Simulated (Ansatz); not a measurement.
TaSi2 (amorphous cell)

Input file:

```
crystal:
  lattice:
    - [5.233661, 0.189011, 0.141941]
    - [0.200486, 5.110869, -0.224039]
    - [0.145009, -0.214354, 5.163063]
  atoms:
    - { symbol: Ta, position: [0.6743070161, 0.0839266162, 0.1954283555] }
    - { symbol: Ta, position: [0.9215057572, 0.3381605124, 0.7001652132] }
    - { symbol: Ta, position: [0.4069265473, 0.5867004167, 0.4611803301] }
    - { symbol: Si, position: [0.2606656519, 0.3338452024, 0.0340583613] }
    - { symbol: Si, position: [0.5593107068, 0.6603330216, 0.942726237] }
    - { symbol: Si, position: [0.0037317768, 0.8418669522, 0.7871807372] }
    - { symbol: Si, position: [0.5053897896, 0.0696959644, 0.6864013339] }
    - { symbol: Si, position: [0.1595168045, 0.0063125144, 0.3342366269] }
    - { symbol: Si, position: [0.902347873, 0.5924526527, 0.2739314508] }
basis:
  ecutwfc: 420
kpoints:
  mp_grid: { grid: [6, 7, 7] }
hamiltonian:
  xc: pbe
scf:
  occupations: { method: gaussian, width: 0.1 }
  n_extra_bands: 8
output:
  forces: true
  stress: true
  eigenvalues: true
  populations: true
  dos:
    method: { smearing: { sigma: 0.1, scheme: gaussian } }
    projected: true
    de: 0.02
  write_density: true
  write_potential: true
  elf: true
  volumetric_format: npy
```

Command:

```sh
ansatz run input.yaml --threads 2 --pin off --max-ram 5120MiB --backend cpu --events-out ev --progress --plain --runs-dir out
```

Computed without spin polarisation.

Method: DFT PBE, scalar-relativistic, plane waves, PAW (Ansatz 0.2.0).

Question: What can the converged valence pseudo-density and electron localisation function tell about the bonding?

Answer: Si–Si (2.41 Å): ρ is about 0.45 e/Å³ halfway; the ELF peaks at about 0.80 between the atoms.
Ta–Si (2.54 Å): ρ at the midpoint is about 0.45 e/Å³; the ELF peaks at about 0.80 in the valence shell of Si, 0.9 Å from its nucleus, and is about 0.45 at the midpoint.
Ta–Ta (3.02 Å): ρ is about 0.29 e/Å³ halfway; the ELF is about 0.45 at the midpoint.

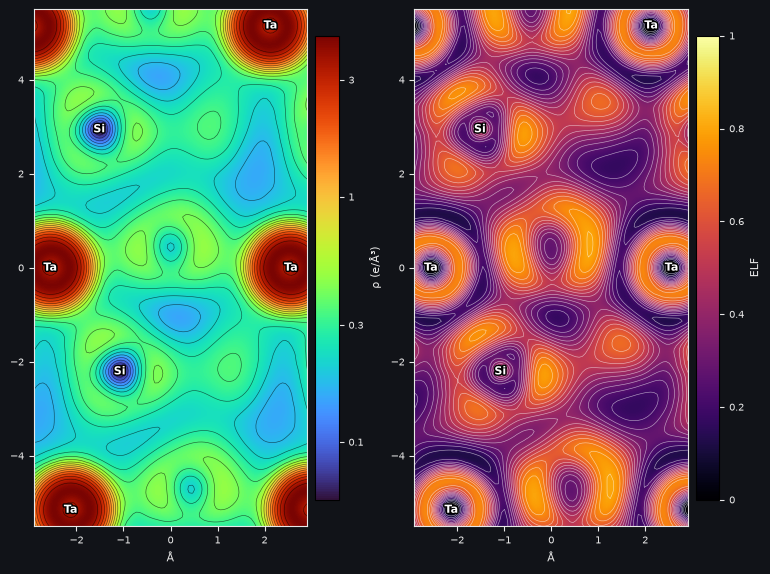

Computed valence pseudo-density and electron localisation function on the (100) plane of the calculation cell, in this order. Atoms just off the plane (Si, 0.4 Å away) can leave unmarked features too.

Core electrons are frozen (PAW), and the valence fields are smoothed inside the atomic spheres.
